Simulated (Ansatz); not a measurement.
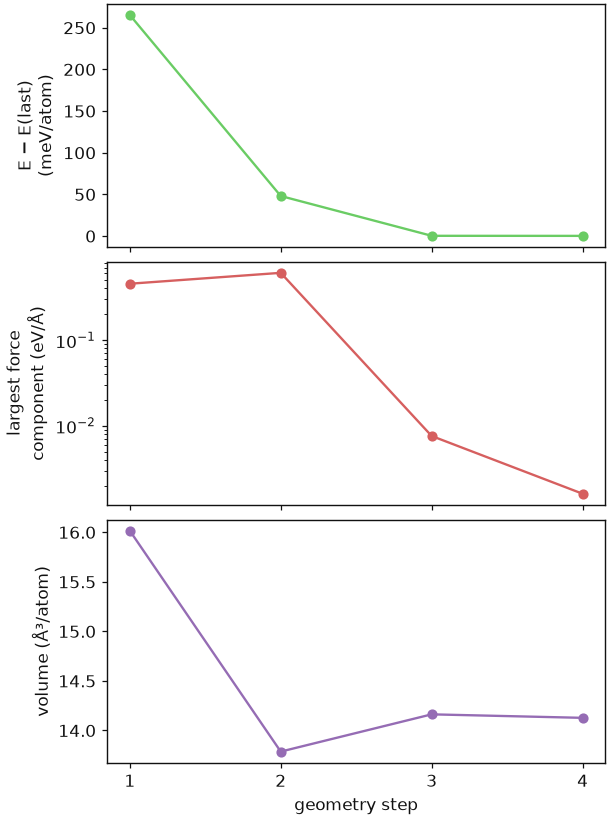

History of a geometry optimisation. Atoms and cell relax. A closing SCF on a freshly chosen basis isn't drawn.

System: Rh (P2_13, 4 atoms in the cell).
Method: DFT PBE, scalar-relativistic, plane waves, PAW in Ansatz 0.2.0; cutoff 420 eV, 4×4×4 k-mesh, Gaussian smearing of 0.1 eV.

**How did it end, and what did it gain?**

The optimisation met its thresholds at geometry 4, counting the start as the first. The energy fell by about 270 meV/atom from the first step to the last. The largest force component goes from about 0.45 eV/Å at the start to 1.6 × 10⁻³ eV/Å at the end.

**Was the starting cell too large or too small?**

The volume shrinks from 16.0 to 14.1 Å³ per atom (−12 %), overshooting to 13.8 at step 2. The start was expanded.
